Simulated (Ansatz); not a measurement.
# Re: geometry relaxation

- system: Re (2 atoms in the cell)
- method: DFT PBEsol, scalar-relativistic, plane waves, PAW, no spin polarisation (Ansatz 0.2.0)

The structure derives from an entry of the Crystallography Open Database. It belongs to a series of runs on one base structure; here: volume × 0.91, shape and atoms relaxed. Figures and captions count atoms from 1; the log counts them from 0 in places.

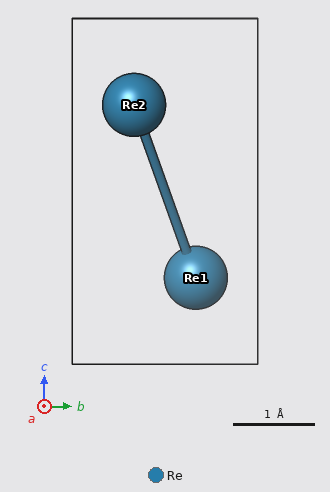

Figure 1. The starting structure (ball-and-stick view of the cell of the calculation, along the a axis; atoms are numbered from 1 in the order of the input). An atom can appear more than once, as a periodic image.

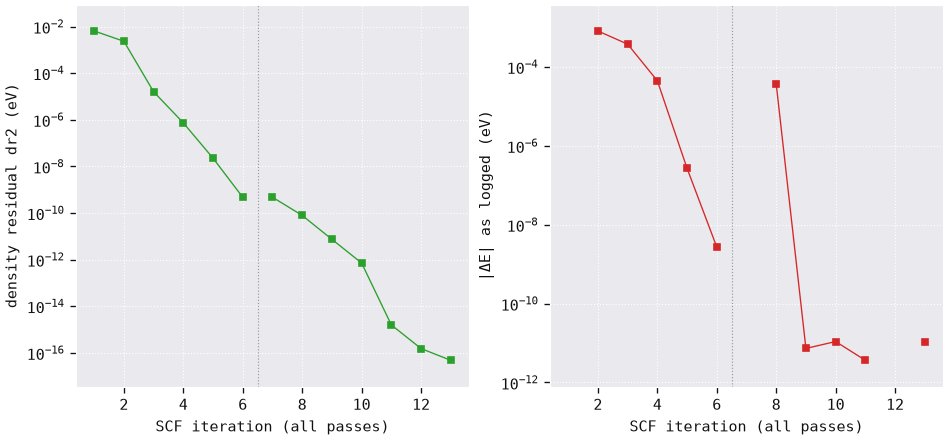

Figure 2. Convergence of the self-consistent field: density residual dr2 and size of the energy change against the SCF iteration. The dotted lines part the SCF passes of the relaxation: geometry steps, rejected trials and re-solves on a re-selected basis. The passes take 6 and 7 iterations.

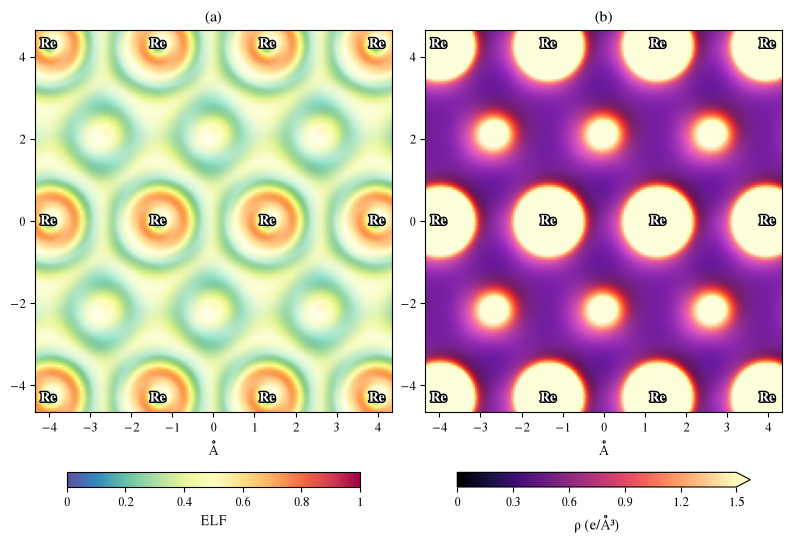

Figure 3. (a) ELF; (b) valence pseudo-density on the (100) plane of the conventional cell. Re–Re (2.67 Å): ρ is about 0.49 e/Å³ halfway; the ELF is about 0.35 at the midpoint, which marks nearly free electrons, as in a simple metal. Away from the nuclei the density in this plane falls to 0.37 e/Å³ at its lowest. The strong features right at Re lie inside the PAW spheres (semicore, d or f shells) and say nothing about bonding. In a PAW calculation such maps are meaningful between the atoms, not at the nuclei.

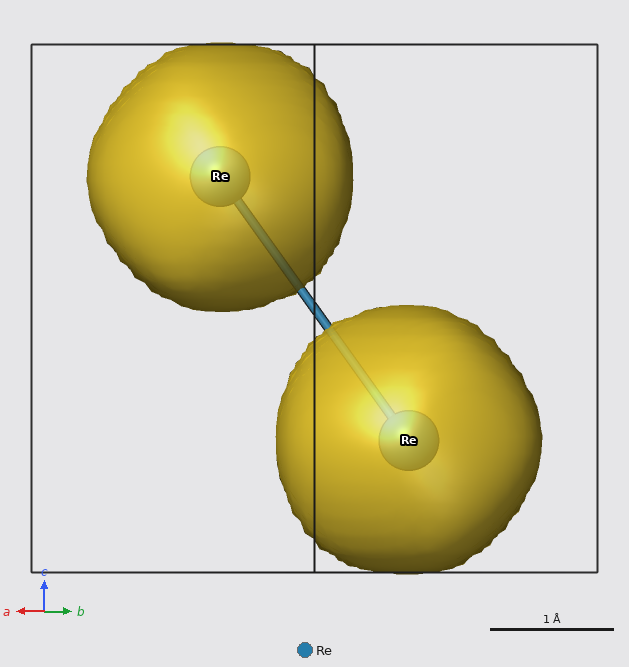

Figure 4. Isosurface of the valence pseudo-density at 0.6 e/Å³ (yellow), seen along [110]. Sticks mark near contacts. The outline is the cell set on symmetry axes. At this value the density breaks into separate islands; it holds about 75 % of the electrons treated as valence (semicore included). It is pinched off along the Re–Re (2.65 Å) contacts. On the grid the lowest density along these lines, outside the cores, is 0.51 e/Å³ (Re–Re, 2.65 Å).

The input that produced these results follows, with the program's output.

Input file
```yaml
crystal:
  lattice:
    - [2.6652479955, 0.0, 0.0]
    - [-1.3326239977, 2.3081724715, 0.0]
    - [0.0, 0.0, 4.3056939523]
  atoms:
    - { symbol: Re, position: [0.3333333333, 0.6666666667, 0.25] }
    - { symbol: Re, position: [0.6666666667, 0.3333333333, 0.75] }
basis:
  ecutwfc: 420
kpoints:
  mp_grid: { grid: [18, 18, 10] }
hamiltonian:
  xc: pbesol
scf:
  occupations: { method: gaussian, width: 0.1 }
output:
  forces: true
  stress: true
  eigenvalues: true
  write_density: true
  write_potential: true
  elf: true
  volumetric_format: npy
relax:
  adjacent_minimum: "off"
  f_tol: 0.01
  max_steps: 30
  cell: { stress_tol: 0.1, fix: [volume] }
```

Command:
```bash
ansatz run input.yaml --threads 1 --pin off --max-ram 2560MiB --backend cpu --events-out ev --progress --plain --runs-dir out
```

Log
```
Engine: ansatz 0.2.0, aarch64-unknown-linux-gnu
Pseudopotentials: kind: paw
Pseudopotential: Re, paw, valence charge 15, recommended cutoff 420 eV (normal), Re.paw.azcp
Functional definition: PBEsol
  exchange = pbesol_x
  correlation = pbesol_c
Crystal: 2 atoms, lattice volume = 26.488 Å³
Basis set: ecut = 420 eV, 537 PW (Γ), exchange–correlation on 36×36×60 points (8 copies of the dense FFT grid, shifted against one another)
Bands: 19, of which v1, the nominal top of the filled ones, is band 15 counted from 1 (14 counted from 0)
Symmetry: 24 space group operations
Space group: P63/mmc (ITA 194), of the structure as read, at distance tolerance 3.0e-5 Å
k-points: 222 of 3240
Non-local potential: Re, projectors of the file, l = 0: 3, l = 1: 2, l = 2: 2, l = 3: 1
PAW form: soft (Blöchl's): semilocal exchange-correlation on the pseudo side does not see the compensation charge
PAW frozen core: Re, regenerated for the run's functional, and the local potential with it (the file was generated under x = pbe(κ = 0.804, μ = 0.2195149727645171), c = pbe(β = 0.06672455060314922))
PAW one-centre angular grid: Re, 590 points (default); XC on 64 Gauss nodes
Initial density: superposition of atomic densities (neutral atoms: chi_scale 0, normalization atom), corrected by the library's trained network
Initial wavefunctions: pseudopotential atomic-orbital guess
Functional: x = pbesol(κ = 0.804, μ = 0.12345679012345678), c = pbesol(β = 0.046)
SCF iter   1: F=—  HF=-21474.157320 eV  |F-HF|=—  |Δ(HF+E_count)|=         —  Δρ=8.99e-3  dr2=6.44e-3  ethr=1.77e-3  ⟨swp⟩=5.4  Hψ=19671  notcnv=0
preconditioner: auto → none  [metal: Δε(μ)=0.022 eV  Ē_g=6.959 eV  σ=0.100 eV  W_gap=0.12  n_scr=8 (ndim 8)  ℏωp=27.0 eV  f_vac=0.000  D(μ)=1.35/eV (n_scr^D=10)  sad-step TF]
SCF iter   2: F=—  HF=-21474.158135 eV  |F-HF|=—  |Δ(HF+E_count)|=   8.15e-4  Δρ=5.25e-3  dr2=2.33e-3  ethr=2.15e-5  ⟨swp⟩=1.2  Hψ=6127  notcnv=0
SCF iter   3: F=—  HF=-21474.158514 eV  |F-HF|=—  |Δ(HF+E_count)|=   3.78e-4  Δρ=3.19e-4  dr2=1.59e-5  ethr=7.77e-6  ⟨swp⟩=1.6  Hψ=4818  notcnv=0
SCF iter   4: F=—  HF=-21474.158469 eV  |F-HF|=—  |Δ(HF+E_count)|=   4.46e-5  Δρ=1.00e-4  dr2=7.35e-7  ethr=5.29e-8  ⟨swp⟩=2.0  Hψ=7103  notcnv=0
iter 5 did not close the SCF: its close was put off for the readings that it lacked (scf_convergence_deferred on its scf_iter line)
SCF iter   5: F=-21474.158469 eV  HF=-21474.158469 eV  |F-HF|=8.55e-9  |Δ(HF+E_count)|=   2.69e-7  Δρ=1.44e-5  dr2=2.24e-8  ethr=2.45e-9  ⟨swp⟩=2.5  Hψ=5732  notcnv=0
SCF iter   6: F=-21474.158469 eV  HF=-21474.158469 eV  |F-HF|=2.26e-10  |Δ(HF+E_count)|=   2.71e-9  Δρ=2.21e-6  dr2=4.71e-10  ethr=7.48e-11  ⟨swp⟩=5.3  Hψ=23726  notcnv=0
SCF 1 converged in 6 iterations: F = -21474.158469 eV  dr2 = 4.71e-10
  greatest PAW one-centre occupation: 0.999 electrons in one spin orbital (limit 2), on the Re atom at site 1 (counted from 0), in its partial waves of l = 0
relax step   1: F+E_penalty+E_count = -21474.15846922 eV  Δ(F+E_penalty+E_count) = +0.000e0 eV  max|allowed force component| = 8.327e-17 eV/Å  Δτ_max = 0.0000 Å  P = +45.264 GPa  Ω = 26.488 Å³  fix = [volume]  reactions: volume +45.264 GPa  (6 SCF iters, dr2 threshold 1.00e-7 eV, accepted)
Initial density: handed on by an earlier stage of this run
Initial wavefunctions: pseudopotential atomic-orbital guess (no wavefunctions were taken with the density)
iter 1 solved again at ethr=1.41e-8 eV; its pass at ethr=3.10e-3 eV (dr2=4.24e-6 eV) is discarded
SCF iter   1: F=—  HF=-21474.158506 eV  |F-HF|=—  |Δ(HF+E_count)|=         —  Δρ=2.30e-6  dr2=4.74e-10  ethr=1.41e-8  ⟨swp⟩=3.6  Hψ=30697  notcnv=0
preconditioner: auto → none  [metal: Δε(μ)=0.021 eV  Ē_g=6.957 eV  σ=0.100 eV  W_gap=0.12  n_scr=8 (ndim 8)  ℏωp=27.0 eV  f_vac=0.000  D(μ)=1.37/eV (n_scr^D=10)]
SCF iter   2: F=—  HF=-21474.158469 eV  |F-HF|=—  |Δ(HF+E_count)|=   3.71e-5  Δρ=9.24e-7  dr2=7.86e-11  ethr=1.58e-12  ⟨swp⟩=2.9  Hψ=8563  notcnv=0
iter 3 did not close the SCF: its close was put off for the readings that it lacked (scf_convergence_deferred on its scf_iter line)
SCF iter   3: F=-21474.158469 eV  HF=-21474.158469 eV  |F-HF|=1.09e-11  |Δ(HF+E_count)|=  7.28e-12  Δρ=1.90e-7  dr2=7.40e-12  ethr=1.00e-12  ⟨swp⟩=2.0  Hψ=7540  notcnv=0
iter 4 did not close the SCF: its close was put off for the readings that it lacked (scf_convergence_deferred on its scf_iter line)
SCF iter   4: F=-21474.158469 eV  HF=-21474.158469 eV  |F-HF|=3.64e-12  |Δ(HF+E_count)|=  1.09e-11  Δρ=6.82e-8  dr2=7.11e-13  ethr=1.00e-12  ⟨swp⟩=1.0  Hψ=4218  notcnv=0
iter 5 did not close the SCF: its close was put off for the readings that it lacked (scf_convergence_deferred on its scf_iter line)
SCF iter   5: F=-21474.158469 eV  HF=-21474.158469 eV  |F-HF|=3.64e-12  |Δ(HF+E_count)|=  3.64e-12  Δρ=4.50e-9  dr2=1.57e-15  ethr=1.00e-12  ⟨swp⟩=1.0  Hψ=4218  notcnv=0
iter 6 did not close the SCF: its close was put off for the readings that it lacked (scf_convergence_deferred on its scf_iter line)
SCF iter   6: F=-21474.158469 eV  HF=-21474.158469 eV  |F-HF|=3.64e-12  |Δ(HF+E_count)|=    0.00e0  Δρ=1.35e-9  dr2=1.52e-16  ethr=1.00e-12  ⟨swp⟩=1.0  Hψ=4218  notcnv=0
SCF iter   7: F=-21474.158469 eV  HF=-21474.158469 eV  |F-HF|=3.64e-12  |Δ(HF+E_count)|=  1.09e-11  Δρ=5.66e-10  dr2=4.76e-17  ethr=1.00e-12  ⟨swp⟩=1.8  Hψ=9895  notcnv=0
SCF 2 converged in 7 iterations: F = -21474.158469 eV  dr2 = 4.76e-17
relax step   2: F+E_penalty+E_count = -21474.15846922 eV  Δ(F+E_penalty+E_count) = -4.729e-11 eV  max|allowed force component| = 8.789e-17 eV/Å  Δτ_max = 0.0000 Å  P = +45.264 GPa  Ω = 26.488 Å³  fix = [volume]  reactions: volume +45.264 GPa  stress off target by 7.20e-3 GPa on what of the cell is left free  SCF on the basis re-selected at this cell (its energy is not comparable with the rows above)  (7 SCF iters)
basis re-selected at this cell: Δ(F+E_penalty+E_count) = -4.729e-11 eV, ΔP = +0.000 GPa vs the last step (what re-selecting the basis moved, of the pressure what is left beyond the Pulay correction that the steps carried, after the strain that the cell walked since its last selection, with what the two solves' SCF thresholds leave and, on support functions, any second-order correction that the steps lacked; it is no measure of the basis error at this ecutwfc). This SCF's stress stands 7.20e-3 GPa from its target on what of the cell is left free (relax.cell.stress_tol is 1.00e-1 GPa) and its largest allowed force component is 8.79e-17 eV/Å (relax.f_tol is 1.00e-2 eV/Å): within both
SCF converged after 7 iterations
Free energy (F): -21474.158469 eV
Harris-Foulkes:  -21474.158469 eV  (|F-HF|=3.64e-12)
Internal energy: -21474.151635 eV  (E = F + TS)
E sigma→0 (E₀):  -21474.155052 eV
Entropy (-TS):   -0.006834 eV (-3.417 meV/atom)
Fermi energy:    26.884265 eV
--- Per-component energies (eV) ---
  E_band       = -60.318661
  E_kinetic    = 1098.059707
  E_local      = -1344.731842  (includes V_loc(G=0)·N_el)
  E_nonlocal   = 101.419995
  E_hartree    = 496.223083
  E_xc         = -807.849317
  E_vxc        = -614.936853  (∫ρ·V_xc dr)
  E_paw        = -17062.787226  (= ΣΔE_a)
  E_vpaw       = -292.575686  (= ΣTr[D̂ρ^β])
  E_aug_tail   = -0.000147  (compensation charges beyond the density's cutoff)
  E_ewald      = -3954.952411
  E_core_change = 0.466523  (= ΣΔE_core)
  E_smearing   = -0.006834  (= −TS)
  E_closure    = 0.000000  (closes the sum)
  Σ components = -21474.158469   (vs F -21474.158469, Δ=0.00e0)
--- Forces (eV/Å), atoms counted from 1 ---
  atom   1  Re    -0.00000000    -0.00000000     0.00000000
  atom   2  Re     0.00000000     0.00000000    -0.00000000
  max |Σ_I F_I| component: 9.25e-18 eV/Å
--- Stress (GPa, compression-positive) ---
       45.260817       0.000000       0.000000
        0.000000      45.260817      -0.000000
        0.000000      -0.000000      45.271612
  P = ⅓ Tr σ = 45.2644 GPa (452.644 kbar)
--- Band table (eV; the first three rows and the last of 222) ---
  k-point 0: bands = ["-52.8091", "-52.6114", "-15.6563", "-14.1448", "-14.1448", "-13.9006", "-13.9006", "-13.8750", "16.3289", "19.4592", "24.9977", "24.9977", "25.0082", "25.9884", "25.9884", "27.0693", "27.0693", "27.8140", "30.7503"]
  k-point 1: bands = ["-52.8043", "-52.6163", "-15.6163", "-14.1389", "-14.1389", "-13.9229", "-13.9066", "-13.9066", "16.4668", "19.4810", "24.9250", "24.9284", "24.9284", "25.8982", "25.8982", "27.2685", "27.2685", "27.4341", "30.7774"]
  k-point 2: bands = ["-52.7904", "-52.6305", "-15.4991", "-14.1217", "-14.1217", "-14.0601", "-13.9242", "-13.9242", "16.8650", "19.5248", "24.7016", "24.7994", "24.7994", "25.6644", "25.6644", "26.5148", "27.7763", "27.7763", "30.8019"]
  k-point 221: bands = ["-52.5752", "-52.5752", "-15.2952", "-15.2952", "-14.9273", "-14.9273", "-14.1919", "-14.1919", "21.6758", "21.6758", "22.6336", "22.6336", "24.5749", "24.5749", "26.8903", "26.8903", "30.7487", "30.7487", "37.7214"]
--- Relaxed structure (1 steps of the walk, 1 accepted, 1 SCFs on fresh bases) ---
  F+E_penalty+E_count = -21474.15846922 eV   max|allowed force component| = 8.789e-17 eV/Å   (the final SCF, on the basis selected at the relaxed cell)
  cell:  # Å, volume = 26.4880 Å³
    - [2.6652479955066086, -2.8867585899045655e-11, 0.0]
    - [-1.3326239977283045, 2.30817247150871, 0.0]
    - [0.0, 0.0, 4.3056939523]
  atoms:
    - { symbol: Re, position: [0.3333333333333333, 0.6666666666666665, 0.25] }
    - { symbol: Re, position: [0.6666666666666667, 0.33333333333333326, 0.75] }
```

Trajectory as extended XYZ (Å, eV, eV/Å), 2 frames, from step=1 to step=2
```
2
Lattice="2.6652 0.0000 0.0000 -1.3326 2.3082 0.0000 0.0000 0.0000 4.3057" Properties=species:S:1:pos:R:3:forces:R:3 step=1 energy=-21474.15847 pressure_GPa=45.26
Re    0.0000    1.5388    1.0764    0.0000   0.0000   0.0000
Re    1.3326    0.7694    3.2293    0.0000   0.0000   0.0000
2
Lattice="2.6652 0.0000 0.0000 -1.3326 2.3082 0.0000 0.0000 0.0000 4.3057" Properties=species:S:1:pos:R:3:forces:R:3 step=2 energy=-21474.15847 pressure_GPa=45.26
Re    0.0000    1.5388    1.0764    0.0000   0.0000   0.0000
Re    1.3326    0.7694    3.2293    0.0000   0.0000   0.0000
```

Key numbers

```tsv
quantity	value
outcome	converged
space group (tolerance 0.01 Å)	P6₃/mmc (194)
electrons treated	30
free energy	−21474.1585 eV
Fermi energy	26.884 eV
gap on the k-point mesh	none (metallic)
pressure	45.26 GPa
final volume	26.49 Å³
largest force (length of the vector) at the end	under 0.001 eV/Å
final cell	a = 2.665 Å, b = 2.665 Å, c = 4.306 Å, α = 90.00°, β = 90.00°, γ = 120.00°
hardware	1 thread of Arm Neoverse V1, 24 GiB of memory available, shared host
wall time	14 s
peak memory	0.37 GiB
```

Spin–orbit coupling is left out, which matters for Re. The cell is under a pressure of 45 GPa at this level, so it is not at its equilibrium volume.
